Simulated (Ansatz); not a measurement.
## Cu: geometry relaxation

System: Cu (Im-3m, 1 atom in the cell).
Method: DFT PBE, scalar-relativistic, plane waves, PAW, no spin polarisation (Ansatz 0.2.0).

The structure was made by a generator, so it may or may not be a known phase.

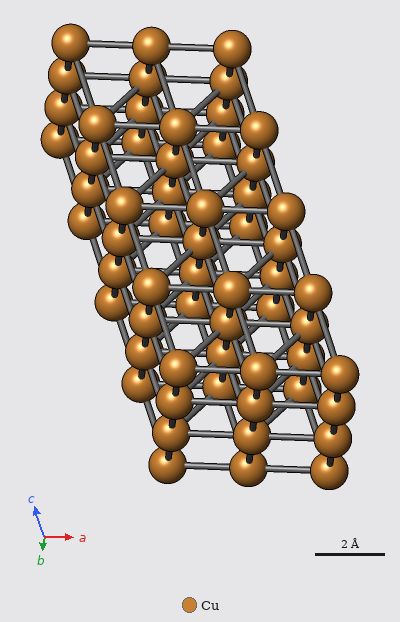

Fig. 1: The structure as given in the input (ball-and-stick view of the cell of the calculation, repeated 2 × 3 × 4, seen at an oblique angle). An atom can appear more than once, as a periodic image. Near neighbours in the periodic cell (some may lie outside the picture): Cu has 8 Cu at 2.50 Å.

The input:
```yaml
crystal:
  lattice:
    - [-1.4412011606, 1.4412011606, 1.4412011606]
    - [1.4412011606, -1.4412011606, 1.4412011606]
    - [1.4412011606, 1.4412011606, -1.4412011606]
  atoms:
    - { symbol: Cu, position: [0.0, 0.0, 0.0] }
basis:
  ecutwfc: 420
kpoints:
  mp_grid: { grid: [26, 26, 26] }
hamiltonian:
  xc: pbe
scf:
  occupations: { method: gaussian, width: 0.1 }
output:
  forces: true
  stress: true
  eigenvalues: true
  write_density: true
  write_potential: true
  elf: true
  volumetric_format: npy
relax:
  adjacent_minimum: "off"
  f_tol: 0.01
  max_steps: 80
  cell: { stress_tol: 0.05 }
```

Launched with:
```bash
ansatz run input.yaml --threads 1 --pin off --max-ram 2560MiB --backend cpu --events-out ev --progress --plain --runs-dir out
```

The program's output:
```
Engine: ansatz 0.2.0, aarch64-unknown-linux-gnu
Pseudopotentials: kind: paw
Pseudopotential: Cu, paw, valence charge 19, recommended cutoff 420 eV (normal), Cu.paw.azcp
Functional definition: PBE
  parameter kappa = 0.804
  parameter beta = 0.06672455060314922
  exchange = pbe_x(kappa = kappa, mu = beta*pi^2/3)
  correlation = pbe_c(beta = beta)
Crystal: 1 atoms, lattice volume = 11.974 Å³
Basis set: ecut = 420 eV, 225 PW (Γ), exchange–correlation on 36×36×36 points (8 copies of the dense FFT grid, shifted against one another)
Bands: 14, of which v1, the nominal top of the filled ones, is band 10 counted from 1 (9 counted from 0)
Symmetry: 48 space group operations
Space group: Im-3m (ITA 229), of the structure as read, at distance tolerance 2.3e-5 Å
k-points: 511 of 17576
Non-local potential: Cu, projectors of the file, l = 0: 3, l = 1: 2, l = 2: 3, l = 3: 1
PAW form: soft (Blöchl's): semilocal exchange-correlation on the pseudo side does not see the compensation charge
PAW one-centre angular grid: Cu, 590 points (default); XC on 64 Gauss nodes
Initial density: superposition of atomic densities (neutral atoms: chi_scale 0, normalization atom), corrected by the library's trained network
Initial wavefunctions: pseudopotential atomic-orbital guess
Functional: x = pbe(κ = 0.804, μ = 0.2195149727645171), c = pbe(β = 0.06672455060314922)
SCF iter   1: F=—  HF=-6625.137709 eV  |F-HF|=—  |Δ(HF+E_count)|=         —  Δρ=9.10e-4  dr2=2.29e-5  ethr=1.77e-3  ⟨swp⟩=5.4  Hψ=35767  notcnv=0
preconditioner: auto → none  [metal: Δε(μ)=0.007 eV  Ē_g=17.066 eV  σ=0.100 eV  W_gap=0.04  n_scr=0 (ndim 8)  ℏωp=35.6 eV  f_vac=0.000  D(μ)=0.48/eV (n_scr^D=0)]
SCF iter   2: F=—  HF=-6625.137828 eV  |F-HF|=—  |Δ(HF+E_count)|=   1.19e-4  Δρ=4.07e-4  dr2=3.44e-6  ethr=1.21e-7  ⟨swp⟩=2.9  Hψ=17463  notcnv=0
SCF iter   3: F=—  HF=-6625.137841 eV  |F-HF|=—  |Δ(HF+E_count)|=   1.23e-5  Δρ=2.06e-4  dr2=9.08e-7  ethr=1.81e-8  ⟨swp⟩=2.0  Hψ=9744  notcnv=0
iter 4 did not close the SCF: its close was put off for the readings that it lacked (scf_convergence_deferred on its scf_iter line)
SCF iter   4: F=-6625.137844 eV  HF=-6625.137844 eV  |F-HF|=3.41e-9  |Δ(HF+E_count)|=   3.75e-6  Δρ=1.04e-5  dr2=4.31e-9  ethr=4.78e-9  ⟨swp⟩=2.0  Hψ=9755  notcnv=0
iter 5 did not close the SCF: its close was put off for the readings that it lacked (scf_convergence_deferred on its scf_iter line)
SCF iter   5: F=-6625.137844 eV  HF=-6625.137844 eV  |F-HF|=6.91e-11  |Δ(HF+E_count)|=   3.65e-9  Δρ=1.69e-6  dr2=7.66e-11  ethr=2.27e-11  ⟨swp⟩=1.6  Hψ=7590  notcnv=0
SCF iter   6: F=-6625.137844 eV  HF=-6625.137844 eV  |F-HF|=0.00e0  |Δ(HF+E_count)|=  1.18e-10  Δρ=5.12e-8  dr2=8.85e-14  ethr=1.00e-12  ⟨swp⟩=4.2  Hψ=33997  notcnv=0
SCF 1 converged in 6 iterations: F = -6625.137844 eV  dr2 = 8.85e-14
  greatest PAW one-centre occupation: 1.000 electrons in one spin orbital (limit 2), on the Cu atom at site 0 (counted from 0), in its partial waves of l = 0
relax step   1: F+E_penalty+E_count = -6625.13784443 eV  Δ(F+E_penalty+E_count) = +0.000e0 eV  max|allowed force component| = 0.000e0 eV/Å  Δτ_max = 0.0000 Å  P = +0.316 GPa  Ω = 11.974 Å³  (6 SCF iters, accepted)
Crystal: 1 atoms, lattice volume = 11.988 Å³
Initial density: handed on by an earlier stage of this run
Initial wavefunctions: those handed on with the density
iter 1 solved again at ethr=7.43e-8 eV; its pass at ethr=3.10e-3 eV (dr2=1.41e-5 eV) is discarded
SCF iter   1: F=—  HF=-6625.137858 eV  |F-HF|=—  |Δ(HF+E_count)|=         —  Δρ=4.33e-4  dr2=1.45e-5  ethr=7.43e-8  ⟨swp⟩=1.7  Hψ=41729  notcnv=0
preconditioner: auto → none  [metal: Δε(μ)=0.007 eV  Ē_g=17.057 eV  σ=0.100 eV  W_gap=0.04  n_scr=0 (ndim 8)  ℏωp=35.6 eV  f_vac=0.000  D(μ)=0.48/eV (n_scr^D=0)]
SCF iter   2: F=—  HF=-6625.137854 eV  |F-HF|=—  |Δ(HF+E_count)|=   4.08e-6  Δρ=3.34e-5  dr2=9.16e-8  ethr=7.43e-8  ⟨swp⟩=2.1  Hψ=9767  notcnv=0
iter 3 did not close the SCF: its close was put off for the readings that it lacked (scf_convergence_deferred on its scf_iter line)
SCF iter   3: F=-6625.137854 eV  HF=-6625.137854 eV  |F-HF|=3.47e-8  |Δ(HF+E_count)|=   1.12e-7  Δρ=2.31e-5  dr2=5.51e-8  ethr=4.82e-10  ⟨swp⟩=2.6  Hψ=11544  notcnv=0
iter 4 did not close the SCF: its close was put off for the readings that it lacked (scf_convergence_deferred on its scf_iter line)
SCF iter   4: F=-6625.137854 eV  HF=-6625.137854 eV  |F-HF|=4.26e-10  |Δ(HF+E_count)|=   1.47e-8  Δρ=2.55e-6  dr2=2.11e-10  ethr=2.90e-10  ⟨swp⟩=2.1  Hψ=10004  notcnv=0
iter 5 did not close the SCF: its close was put off for the readings that it lacked (scf_convergence_deferred on its scf_iter line)
SCF iter   5: F=-6625.137854 eV  HF=-6625.137854 eV  |F-HF|=1.82e-12  |Δ(HF+E_count)|=  6.26e-10  Δρ=7.53e-8  dr2=5.22e-13  ethr=1.11e-12  ⟨swp⟩=2.0  Hψ=12011  notcnv=0
SCF iter   6: F=-6625.137854 eV  HF=-6625.137854 eV  |F-HF|=9.09e-13  |Δ(HF+E_count)|=  9.09e-13  Δρ=1.01e-8  dr2=6.84e-15  ethr=1.00e-12  ⟨swp⟩=3.0  Hψ=24934  notcnv=0
SCF 2 converged in 6 iterations: F = -6625.137854 eV  dr2 = 6.84e-15
relax step   2: F+E_penalty+E_count = -6625.13785393 eV  Δ(F+E_penalty+E_count) = -9.499e-6 eV  max|allowed force component| = 0.000e0 eV/Å  Δτ_max = 0.0000 Å  P = +0.156 GPa  Ω = 11.988 Å³  energy of the carried Pulay correction = -1.076e-5 eV  (6 SCF iters, accepted)
Crystal: 1 atoms, lattice volume = 12.001 Å³
iter 1 solved again at ethr=7.17e-8 eV; its pass at ethr=3.10e-3 eV (dr2=1.36e-5 eV) is discarded
SCF iter   1: F=—  HF=-6625.137854 eV  |F-HF|=—  |Δ(HF+E_count)|=         —  Δρ=4.25e-4  dr2=1.40e-5  ethr=7.17e-8  ⟨swp⟩=1.7  Hψ=41732  notcnv=0
preconditioner: auto → none  [metal: Δε(μ)=0.007 eV  Ē_g=17.044 eV  σ=0.100 eV  W_gap=0.04  n_scr=0 (ndim 8)  ℏωp=35.6 eV  f_vac=0.000  D(μ)=0.48/eV (n_scr^D=0)]
SCF iter   2: F=—  HF=-6625.137850 eV  |F-HF|=—  |Δ(HF+E_count)|=   3.98e-6  Δρ=3.28e-5  dr2=8.87e-8  ethr=7.17e-8  ⟨swp⟩=2.1  Hψ=9754  notcnv=0
iter 3 did not close the SCF: its close was put off for the readings that it lacked (scf_convergence_deferred on its scf_iter line)
SCF iter   3: F=-6625.137850 eV  HF=-6625.137850 eV  |F-HF|=3.34e-8  |Δ(HF+E_count)|=   1.08e-7  Δρ=2.27e-5  dr2=5.31e-8  ethr=4.67e-10  ⟨swp⟩=2.6  Hψ=11488  notcnv=0
iter 4 did not close the SCF: its close was put off for the readings that it lacked (scf_convergence_deferred on its scf_iter line)
SCF iter   4: F=-6625.137850 eV  HF=-6625.137850 eV  |F-HF|=4.07e-10  |Δ(HF+E_count)|=   1.41e-8  Δρ=2.49e-6  dr2=2.03e-10  ethr=2.79e-10  ⟨swp⟩=2.1  Hψ=10002  notcnv=0
iter 5 did not close the SCF: its close was put off for the readings that it lacked (scf_convergence_deferred on its scf_iter line)
SCF iter   5: F=-6625.137850 eV  HF=-6625.137850 eV  |F-HF|=2.73e-12  |Δ(HF+E_count)|=  5.92e-10  Δρ=7.36e-8  dr2=4.84e-13  ethr=1.07e-12  ⟨swp⟩=2.0  Hψ=12012  notcnv=0
SCF iter   6: F=-6625.137850 eV  HF=-6625.137850 eV  |F-HF|=2.73e-12  |Δ(HF+E_count)|=  9.09e-13  Δρ=9.97e-9  dr2=6.68e-15  ethr=1.00e-12  ⟨swp⟩=3.0  Hψ=24928  notcnv=0
SCF 3 converged in 6 iterations: F = -6625.137850 eV  dr2 = 6.68e-15
relax step   3: F+E_penalty+E_count = -6625.13784998 eV  Δ(F+E_penalty+E_count) = +3.943e-6 eV  max|allowed force component| = 0.000e0 eV/Å  Δτ_max = 0.0000 Å  P = +0.001 GPa  Ω = 12.001 Å³  energy of the carried Pulay correction = -2.132e-5 eV  (6 SCF iters, accepted)
Initial wavefunctions: pseudopotential atomic-orbital guess (no wavefunctions were taken with the density)
iter 1 solved again at ethr=1.68e-10 eV; its pass at ethr=3.10e-3 eV (dr2=3.20e-8 eV) is discarded
SCF iter   1: F=—  HF=-6625.137872 eV  |F-HF|=—  |Δ(HF+E_count)|=         —  Δρ=6.00e-6  dr2=6.13e-10  ethr=1.68e-10  ⟨swp⟩=4.1  Hψ=62101  notcnv=0
preconditioner: auto → none  [metal: Δε(μ)=0.007 eV  Ē_g=17.041 eV  σ=0.100 eV  W_gap=0.04  n_scr=0 (ndim 8)  ℏωp=35.6 eV  f_vac=0.000  D(μ)=0.48/eV (n_scr^D=0)]
SCF iter   2: F=—  HF=-6625.137871 eV  |F-HF|=—  |Δ(HF+E_count)|=   1.10e-6  Δρ=3.56e-6  dr2=5.59e-10  ethr=3.22e-12  ⟨swp⟩=2.0  Hψ=11703  notcnv=0
SCF iter   3: F=—  HF=-6625.137871 eV  |F-HF|=—  |Δ(HF+E_count)|=  2.92e-10  Δρ=1.26e-6  dr2=7.79e-11  ethr=2.94e-12  ⟨swp⟩=1.6  Hψ=7665  notcnv=0
iter 4 did not close the SCF: its close was put off for the readings that it lacked (scf_convergence_deferred on its scf_iter line)
SCF iter   4: F=-6625.137871 eV  HF=-6625.137871 eV  |F-HF|=3.64e-12  |Δ(HF+E_count)|=  2.00e-11  Δρ=1.96e-7  dr2=8.99e-13  ethr=1.00e-12  ⟨swp⟩=2.5  Hψ=9949  notcnv=0
iter 5 did not close the SCF: its close was put off for the readings that it lacked (scf_convergence_deferred on its scf_iter line)
SCF iter   5: F=-6625.137871 eV  HF=-6625.137871 eV  |F-HF|=0.00e0  |Δ(HF+E_count)|=  3.64e-12  Δρ=3.84e-8  dr2=1.13e-13  ethr=1.00e-12  ⟨swp⟩=1.0  Hψ=7154  notcnv=0
iter 6 did not close the SCF: its close was put off for the readings that it lacked (scf_convergence_deferred on its scf_iter line)
SCF iter   6: F=-6625.137871 eV  HF=-6625.137871 eV  |F-HF|=0.00e0  |Δ(HF+E_count)|=    0.00e0  Δρ=1.86e-9  dr2=2.46e-16  ethr=1.00e-12  ⟨swp⟩=1.0  Hψ=7154  notcnv=0
iter 7 did not close the SCF: its close was put off for the readings that it lacked (scf_convergence_deferred on its scf_iter line)
SCF iter   7: F=-6625.137871 eV  HF=-6625.137871 eV  |F-HF|=1.82e-12  |Δ(HF+E_count)|=    0.00e0  Δρ=1.74e-10  dr2=2.62e-18  ethr=1.00e-12  ⟨swp⟩=1.0  Hψ=7154  notcnv=0
SCF iter   8: F=-6625.137871 eV  HF=-6625.137871 eV  |F-HF|=0.00e0  |Δ(HF+E_count)|=    0.00e0  Δρ=2.95e-11  dr2=4.44e-20  ethr=1.00e-12  ⟨swp⟩=1.2  Hψ=16569  notcnv=0
SCF 4 converged in 8 iterations: F = -6625.137871 eV  dr2 = 4.44e-20
relax step   4: F+E_penalty+E_count = -6625.13787119 eV  Δ(F+E_penalty+E_count) = -2.120e-5 eV  max|allowed force component| = 0.000e0 eV/Å  Δτ_max = 0.0000 Å  P = -0.002 GPa  Ω = 12.001 Å³  stress off target by 1.51e-3 GPa  SCF on the basis re-selected at this cell (its energy is not comparable with the rows above)  (8 SCF iters)
```

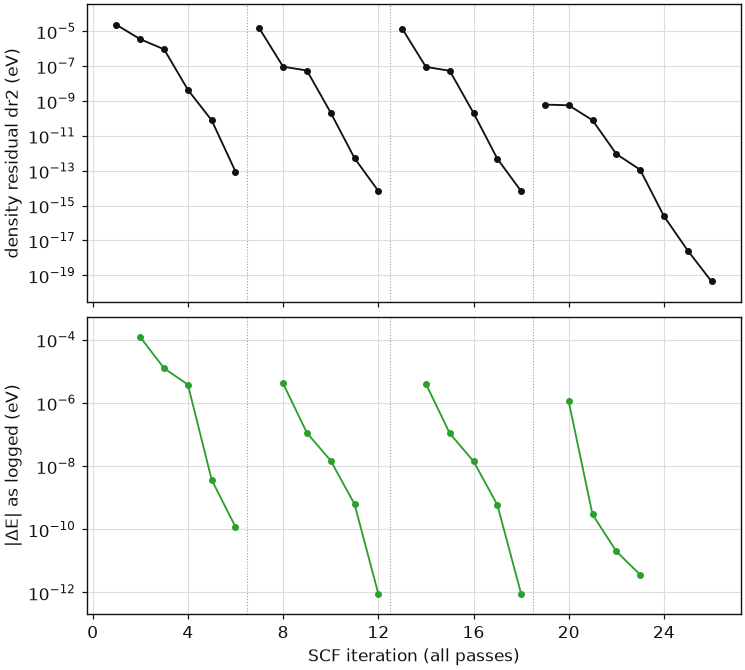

Fig. 2: Convergence of the self-consistent field: density residual dr2 and size of the energy change against the SCF iteration. The dotted lines part the SCF passes of the relaxation: geometry steps, rejected trials and re-solves on a re-selected basis. The passes take 6, 6, 6 and 8 iterations.

```
basis re-selected at this cell: Δ(F+E_penalty+E_count) = -2.120e-5 eV, ΔP = -0.002 GPa vs the last step (what re-selecting the basis moved, of the pressure what is left beyond the Pulay correction that the steps carried, after the strain that the cell walked since its last selection, with what the two solves' SCF thresholds leave and, on support functions, any second-order correction that the steps lacked; it is no measure of the basis error at this ecutwfc). This SCF's stress stands 1.51e-3 GPa from its target on what of the cell is left free (relax.cell.stress_tol is 5.00e-2 GPa) and its largest allowed force component is 0.00e0 eV/Å (relax.f_tol is 1.00e-2 eV/Å): within both
SCF converged after 8 iterations
Free energy (F): -6625.137871 eV
Harris-Foulkes:  -6625.137871 eV  (|F-HF|=0.00e0)
Internal energy: -6625.135465 eV  (E = F + TS)
E sigma→0 (E₀):  -6625.136668 eV
Entropy (-TS):   -0.002406 eV (-2.406 meV/atom)
Fermi energy:    16.434970 eV
--- Per-component energies (eV) ---
  E_band       = -365.056323
  E_kinetic    = 299.754826
  E_local      = -4079.443335  (includes V_loc(G=0)·N_el)
  E_nonlocal   = 390.095915
  E_hartree    = 1796.116749
  E_xc         = -89.431728
  E_vxc        = -115.401416  (∫ρ·V_xc dr)
  E_paw        = -1663.125208  (= ΣΔE_a)
  E_vpaw       = -452.296120  (= ΣTr[D̂ρ^β])
  E_aug_tail   = 0.000310  (compensation charges beyond the density's cutoff)
  E_ewald      = -3279.102993
  E_smearing   = -0.002406  (= −TS)
  E_closure    = 0.000000  (closes the sum)
  Σ components = -6625.137871   (vs F -6625.137871, Δ=0.00e0)
--- Forces (eV/Å), atoms counted from 1 ---
  atom   1  Cu     0.00000000     0.00000000    -0.00000000
  max |Σ_I F_I| component: 2.00e-32 eV/Å
--- Stress (GPa, compression-positive) ---
       -0.001508      -0.000000       0.000000
       -0.000000      -0.001508       0.000000
        0.000000       0.000000      -0.001508
  P = ⅓ Tr σ = -0.0015 GPa (-0.015 kbar)
--- Band table (eV; the first three rows and the last of 511) ---
  k-point 0: bands = ["-96.1151", "-53.4287", "-53.4287", "-53.4287", "7.1433", "13.3937", "13.3937", "13.3937", "14.3940", "14.3940", "41.3461", "41.3461", "41.3461", "44.1860"]
  k-point 1: bands = ["-96.1149", "-53.4303", "-53.4293", "-53.4287", "7.1999", "13.3832", "13.3935", "13.4154", "14.3833", "14.3948", "40.6218", "41.1796", "41.1847", "43.3791"]
  k-point 2: bands = ["-96.1143", "-53.4348", "-53.4309", "-53.4287", "7.3688", "13.3521", "13.3914", "13.4797", "14.3542", "14.3973", "38.9224", "40.6020", "40.7724", "42.1348"]
  k-point 510: bands = ["-96.0900", "-53.5084", "-53.5084", "-53.5084", "11.8930", "11.8930", "14.9477", "14.9477", "14.9477", "24.5000", "24.5000", "24.5000", "29.9094", "29.9094"]
--- Relaxed structure (3 steps of the walk, 3 accepted, 1 SCFs on fresh bases) ---
  F+E_penalty+E_count = -6625.13787119 eV   max|allowed force component| = 0.000e0 eV/Å   (the final SCF, on the basis selected at the relaxed cell)
  cell:  # Å, volume = 12.0011 Å³
    - [-1.4422942375825398, 1.4422942375825398, 1.4422942375825398]
    - [1.4422942375825398, -1.4422942375825398, 1.4422942375825398]
    - [1.4422942375825398, 1.4422942375825398, -1.4422942375825398]
  atoms:
    - { symbol: Cu, position: [0.0, 0.0, 0.0] }
```

Trajectory as extended XYZ (Å, eV, eV/Å), 4 frames, from step=1 to step=4:
```
1
Lattice="-1.4412 1.4412 1.4412 1.4412 -1.4412 1.4412 1.4412 1.4412 -1.4412" Properties=species:S:1:pos:R:3:forces:R:3 step=1 energy=-6625.13784 pressure_GPa=0.32
Cu    0.0000    0.0000    0.0000    0.0000   0.0000   0.0000
1
Lattice="-1.4418 1.4418 1.4418 1.4418 -1.4418 1.4418 1.4418 1.4418 -1.4418" Properties=species:S:1:pos:R:3:forces:R:3 step=2 energy=-6625.13785 pressure_GPa=0.16
Cu    0.0000    0.0000    0.0000    0.0000   0.0000   0.0000
1
Lattice="-1.4423 1.4423 1.4423 1.4423 -1.4423 1.4423 1.4423 1.4423 -1.4423" Properties=species:S:1:pos:R:3:forces:R:3 step=3 energy=-6625.13785 pressure_GPa=0.00
Cu    0.0000    0.0000    0.0000    0.0000   0.0000   0.0000
1
Lattice="-1.4423 1.4423 1.4423 1.4423 -1.4423 1.4423 1.4423 1.4423 -1.4423" Properties=species:S:1:pos:R:3:forces:R:3 step=4 energy=-6625.13787 pressure_GPa=-0.00
Cu    0.0000    0.0000    0.0000    0.0000   0.0000   0.0000
```

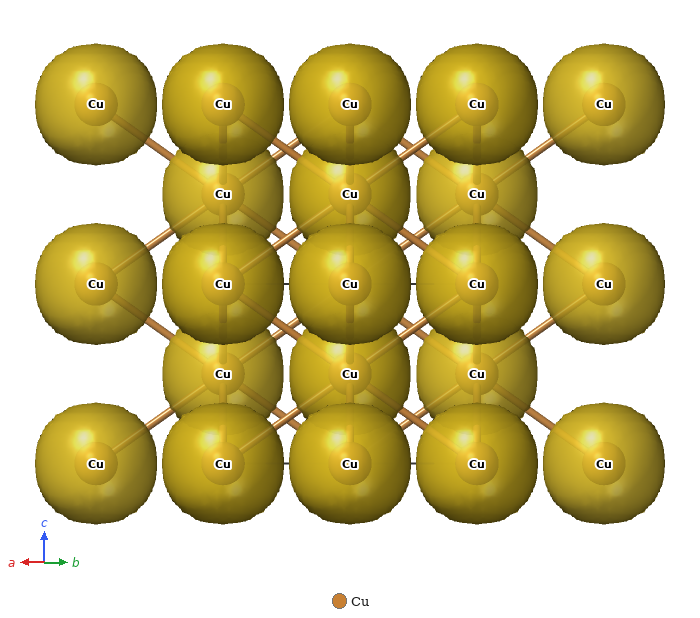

Fig. 3: Isosurface of the valence electron density at 0.4 e/Å³ (yellow), seen along [110]. Sticks mark near contacts. The outline is the cell set on symmetry axes. At this value the density breaks into separate islands; it holds about 90 % of the electrons treated as valence (semicore included). It is pinched off along the Cu–Cu (2.50 Å) contacts. On the grid the lowest density along these lines, outside the cores, is 0.28 e/Å³ (Cu–Cu, 2.50 Å). The fields are those of the smooth PAW valence density.

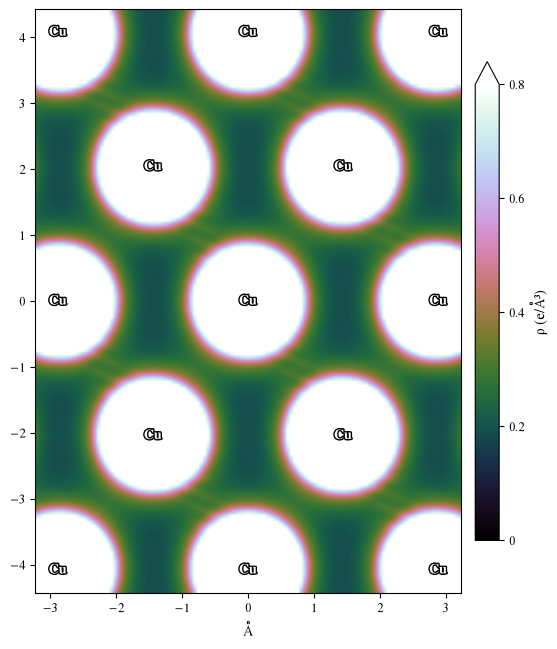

Fig. 4: Valence charge density (pseudo) on the (101̄) plane of the conventional cell. Atoms in the plane: Cu. Cu–Cu (2.50 Å): the density is about 0.28 e/Å³ at the midpoint. Away from the nuclei the density in this plane falls to 0.19 e/Å³ at its lowest.

Summary:

| quantity | value |
| --- | --- |
| outcome | converged |
| space group (tolerance 0.01 Å) | Im-3m (229) |
| electrons treated | 19 |
| free energy | −6625.1379 eV |
| Fermi energy | 16.435 eV |
| gap on the k-point mesh | none (metallic) |
| pressure | 0.00 GPa |
| final volume | 12.00 Å³ |
| largest force (length of the vector) at the end | under 0.001 eV/Å |
| final cell | a = 2.498 Å, b = 2.498 Å, c = 2.498 Å, α = 109.47°, β = 109.47°, γ = 109.47° |
| hardware | 1 thread of Arm Neoverse N1, 54 GiB of memory available, shared host |
| wall time | 41 s |
| peak memory | 0.38 GiB |
